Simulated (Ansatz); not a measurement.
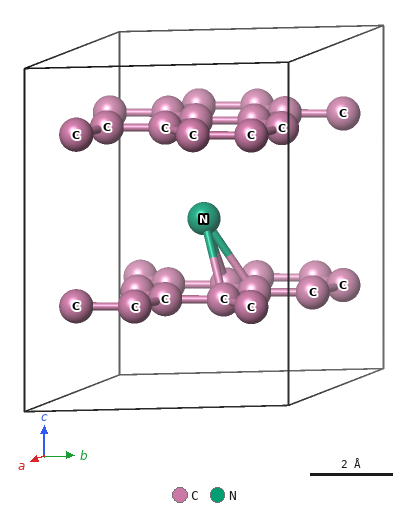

A defect cell of composition C₂₈N, before the relaxation. The picture is a ball-and-stick view of the cell of the calculation (origin shifted), seen slightly off an axis.

Case: N interstitial, charge +0, atoms relaxed.

Method: DFT PBE, scalar-relativistic, plane waves, PAW (Ansatz 0.2.0).

Input
```yaml
crystal:
  lattice:
    - [6.1663319712, 2.1360800542, 0.0]
    - [-1.2332663942, -6.4082401623, 0.0]
    - [0.0, 0.0, -8.4654495156]
  atoms:
    - { symbol: C, position: [0.1428571429, 0.7142857143, 0.75] }
    - { symbol: C, position: [0.5714285714, 0.8571428571, 0.75] }
    - { symbol: C, position: [0.2857142857, 0.4285714286, 0.75] }
    - { symbol: C, position: [0.0, 0.0, 0.75] }
    - { symbol: C, position: [0.7142857143, 0.5714285714, 0.75] }
    - { symbol: C, position: [0.4285714286, 0.1428571429, 0.75] }
    - { symbol: C, position: [0.8571428571, 0.2857142857, 0.75] }
    - { symbol: C, position: [0.1428571429, 0.7142857143, 0.25] }
    - { symbol: C, position: [0.5714285714, 0.8571428571, 0.25] }
    - { symbol: C, position: [0.2857142857, 0.4285714286, 0.25] }
    - { symbol: C, position: [0.0, 0.0, 0.25] }
    - { symbol: C, position: [0.7142857143, 0.5714285714, 0.25] }
    - { symbol: C, position: [0.4285714286, 0.1428571429, 0.25] }
    - { symbol: C, position: [0.8571428571, 0.2857142857, 0.25] }
    - { symbol: C, position: [0.0952380952, 0.4761904762, 0.75] }
    - { symbol: C, position: [0.5238095238, 0.619047619, 0.75] }
    - { symbol: C, position: [0.2380952381, 0.1904761905, 0.75] }
    - { symbol: C, position: [0.9523809524, 0.7619047619, 0.75] }
    - { symbol: C, position: [0.6666666667, 0.3333333333, 0.75] }
    - { symbol: C, position: [0.380952381, 0.9047619048, 0.75] }
    - { symbol: C, position: [0.8095238095, 0.0476190476, 0.75] }
    - { symbol: C, position: [0.3333333333, 0.6666666667, 0.25] }
    - { symbol: C, position: [0.7619047619, 0.8095238095, 0.25] }
    - { symbol: C, position: [0.4761904762, 0.380952381, 0.25] }
    - { symbol: C, position: [0.1904761905, 0.9523809524, 0.25] }
    - { symbol: C, position: [0.9047619048, 0.5238095238, 0.25] }
    - { symbol: C, position: [0.619047619, 0.0952380952, 0.25] }
    - { symbol: C, position: [0.0476190476, 0.2380952381, 0.25] }
    - { symbol: "N", position: [0.9563421261, 0.7938537393, 0.4635146457] }
basis:
  ecutwfc: 420
  xc_grid: 2
kpoints:
  mp_grid: { grid: [4, 4, 3], shift: [0.0, 0.0, 0.0] }
hamiltonian:
  xc: pbe
scf:
  occupations: { method: gaussian, width: 0.1 }
output:
  forces: true
  stress: false
  eigenvalues: true
  write_density: true
  write_potential: true
  elf: true
  volumetric_format: npy
relax:
  adjacent_minimum: "off"
  f_tol: 0.02
  max_steps: 60
```

Run as
```bash
ansatz run input.yaml --threads 4 --pin off --max-ram 8192MiB --backend cpu --events-out ev --progress --plain --runs-dir out
```

Question: Where does the relaxation end?

Answer: The atom that moves furthest is N29 (1.06 Å along [−2 2 −1]). By element the largest moves are N 1.06 Å, C 0.29 Å. The cell stays as it was. Some distances before and after: C23–N29 2.240 → 1.458 Å, C11–N29 2.185 → 1.459 Å, C25–N29 2.256 → 2.451 Å, C11–C23 1.424 → 1.528 Å. Bond angles that change, for instance: C11–C25–C13 120.0° → 117.9°. After 12 geometry steps the energy has fallen by 2.941 eV per cell of the calculation. The largest force component goes from 1 to 0.016 eV/Å.

Step by step:

```json
{"step": "0", "E − E(0), meV/atom": "0.00", "largest force component, eV/Å": "1.0095"}
{"step": "1", "E − E(0), meV/atom": "-12.96", "largest force component, eV/Å": "1.1875"}
{"step": "2", "E − E(0), meV/atom": "-22.95", "largest force component, eV/Å": "1.2706"}
{"step": "3", "E − E(0), meV/atom": "-36.31", "largest force component, eV/Å": "2.1154"}
{"step": "4", "E − E(0), meV/atom": "-52.77", "largest force component, eV/Å": "2.1664"}
{"step": "5", "E − E(0), meV/atom": "-67.19", "largest force component, eV/Å": "1.6143"}
{"step": "6", "E − E(0), meV/atom": "-82.52", "largest force component, eV/Å": "1.9733"}
{"step": "7", "E − E(0), meV/atom": "-96.27", "largest force component, eV/Å": "0.9823"}
{"step": "8", "E − E(0), meV/atom": "-99.42", "largest force component, eV/Å": "0.8255"}
{"step": "9", "E − E(0), meV/atom": "-101.06", "largest force component, eV/Å": "0.3511"}
{"step": "10", "E − E(0), meV/atom": "-101.28", "largest force component, eV/Å": "0.1768"}
{"step": "11", "E − E(0), meV/atom": "-101.39", "largest force component, eV/Å": "0.0559"}
{"step": "12", "E − E(0), meV/atom": "-101.41", "largest force component, eV/Å": "0.0163"}
```

After the run, drawn alike:

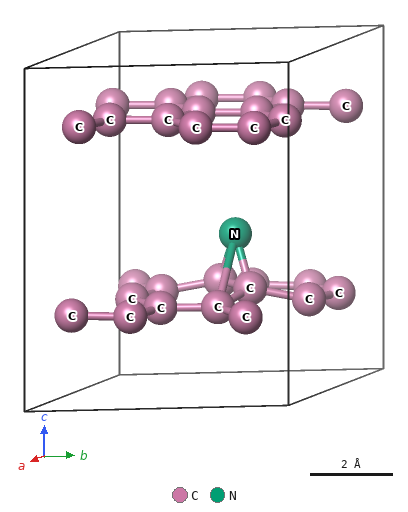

Limits of the set-up: the cell has an odd number of electrons but was run without spin polarisation; the periodic images lie only 6.5 Å apart, so the values are limited by the cell's size.
